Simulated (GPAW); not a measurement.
System: layered hexagonal BN, space group P6_3/mmc (No. 194), 4 atoms in the cell. Cell and atoms are relaxed at each pressure; at 0 GPa, a = 2.503 Å, c = 6.636 Å (hexagonal axes). Level of theory: PBEsol, PAW data sets generated in the run's folder for this functional, no spin polarisation, no spin-orbit coupling, 9×9×3 k mesh, 800 eV cutoff, Fermi-Dirac smearing of 0.05 eV; code GPAW 26.7.0.

At 0 GPa the direct gaps are 4.90 eV (K) and 6.34 eV (Γ).

How does each gap move from 0 GPa to 10 GPa?

Answer. K rises by 1.04 eV and Γ rises by 1.42 eV. Straight lines through the points have slopes of +103 at K and +139 at Γ (meV per GPa). The points bend away from straight lines by up to 0.07 eV, so these are means over the range.

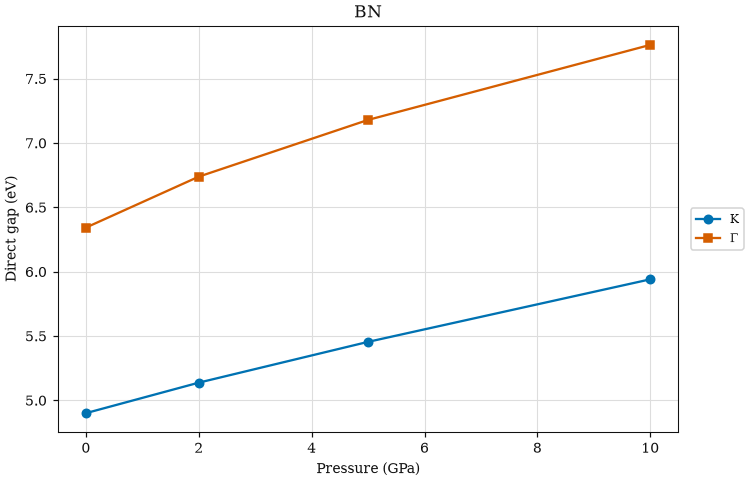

Direct gap at each named k point.

| pressure | K (eV) | Γ (eV) | volume (Å³/atom) |
| --- | --- | --- | --- |
| 0 GPa | 4.90 | 6.34 | 9.00 |
| 2 GPa | 5.14 | 6.74 | 8.45 |
| 5 GPa | 5.46 | 7.18 | 8.00 |
| 10 GPa | 5.94 | 7.76 | 7.53 |

The smallest gap over all k points computed is 4.33, 4.25, 4.17 and 4.13 eV in turn; it lies up to 1.81 eV under the lowest value plotted. Later steps reuse the first step's grids. This functional lacks dispersion, which binds the layers, so the relaxed spacing across them comes out too large. LDA, GGA and most meta-GGA functionals understate gaps. A mesh with an odd division misses points of the zone boundary, where a smaller gap can lie.
